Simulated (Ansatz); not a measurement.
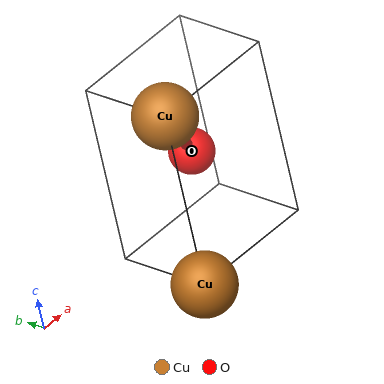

System: CuO, space group P1 (No. 1). The picture shows the conventional cell.

Structure:
```cif
data_structure
_symmetry_space_group_name_H-M 'P 1'
_symmetry_Int_Tables_number 1
_cell_length_a 2.9933
_cell_length_b 2.9933
_cell_length_c 5.1845
_cell_angle_alpha 73.221
_cell_angle_beta 73.221
_cell_angle_gamma 60.000
_cell_volume 37.93
loop_
_atom_site_label
_atom_site_type_symbol
_atom_site_fract_x
_atom_site_fract_y
_atom_site_fract_z
_atom_site_occupancy
Cu1 Cu 0.50389 0.47699 0.48801 1
Cu2 Cu 0.00389 0.97699 0.98801 1
O1 O 0.74611 0.77301 0.76199 1
O2 O 0.24611 0.27301 0.26199 1
```

Method: all-electron LAPW DFT, no spin polarisation; energies at scaled volumes of the given cell, shape and fractions fixed, counted from the fit's minimum, third-order Birch-Murnaghan fit (Ansatz 0.2.0). Level: PBE.

| setting | value |
| --- | --- |
| k mesh | 10×10×6 |
| occupations | Fermi–Dirac |
| smearing width | 0.05 eV |
| potentials | all electron LAPW, scalar relativistic |
| program settings | basis error eV/atom 0.001 |

Predict the energy against volume. The volume takes the values 8.91, 9.10, 9.29, 9.48, 9.67, 9.86, 10.05 Å³/atom.

A third-order Birch–Murnaghan fit gives V0 = 9.78 Å³/atom, B0 = 170 GPa and B′ = 4.7. The energy is 48.32 meV/atom at volume 8.91 Å³/atom and 3.86 meV/atom at 10.05 Å³/atom; the lowest computed point is at volume 9.86 Å³/atom (0.38 meV/atom), and no other minimum shows.

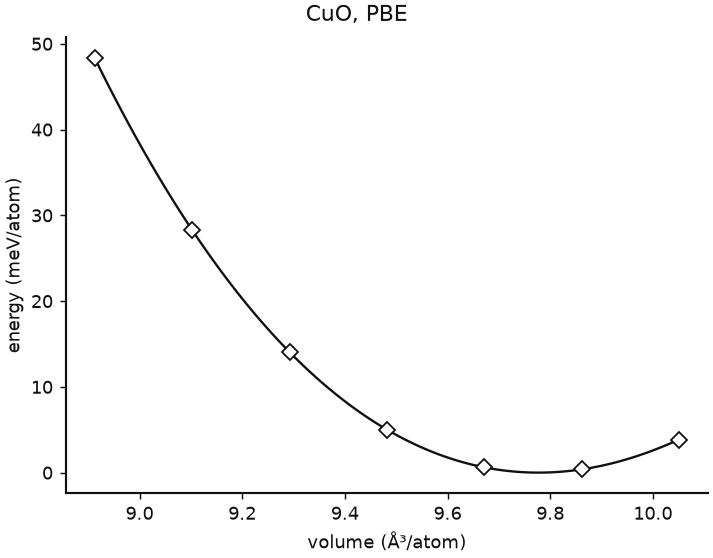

Caveats: shape and atomic fractions are frozen while scaling, which makes layered, chain and framework solids too stiff.
